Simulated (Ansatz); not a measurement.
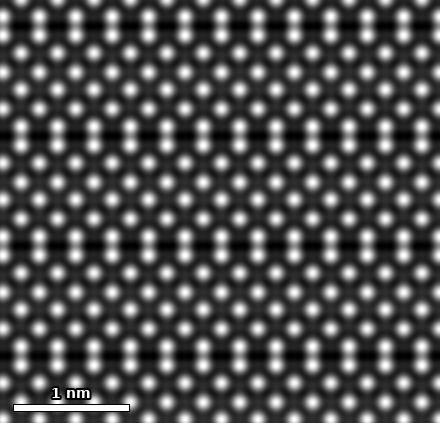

Cross-section of a stack of layers of composition GaN, seen along a direction in its plane, the normal pointing up. Simulated as the projected potential of neutral atoms (B = 0.5 Å²) blurred by a 1.20 Å probe, the thin-sample limit of integrated differential phase contrast. Structure: the geometry relaxed (final pressure about 1.4 GPa) with DFT PBEsol, scalar-relativistic, plane waves, PAW (Ansatz 0.2.0).

Question: What is the period along the normal, and which planes follow each other within it?

Answer: The stack repeats every 19.2 Å with 12 planes (atoms within 0.35 Å in height count as one), going down and then starting over: GaN, GaN, GaN, GaN, GaN, GaN, GaN, GaN, GaN, GaN, GaN, GaN. The spacings between them run from 1.5 to 1.6 Å.
